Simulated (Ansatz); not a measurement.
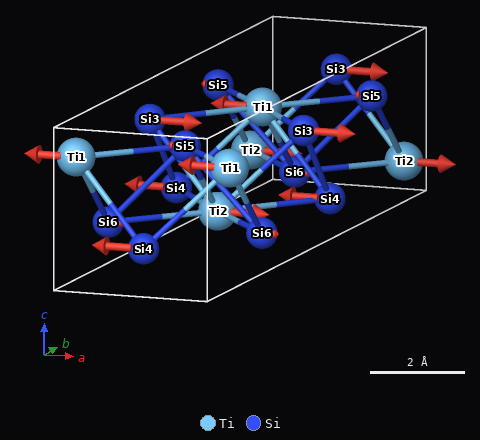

Normal modes of solid TiSi₂, space group Cmcm (No. 63), at the zone centre. The optical levels lie at 197, 203, 204, 229, 234, 276, 314, 349, 350, 353, 360, 363, 379, 397, 466 cm⁻¹. One mode is drawn. The red arrows give the relative displacements of the atoms. Style: ball-and-stick. Shown: the conventional cell (2 times the calculation's cell), slightly off an axis. Lengths and directions refer to the drawn axes.

The calculation used Ansatz 0.2.0, DFT PBEsol, scalar-relativistic, plane waves, PAW. Settings: plane-wave cutoff 420 eV; k-point mesh 14 × 14 × 14; occupations gaussian; smearing width 0.15 eV; no spin polarisation.

To which level does it belong?

The level at 197 cm⁻¹. This is the B₁g mode, the lowest optical level, Raman-active by symmetry. All motion is along a; atoms of one kind move against one another, with no net shift of any sublattice; the kinetic energy is shared as Ti 59 %, Si 41 %.
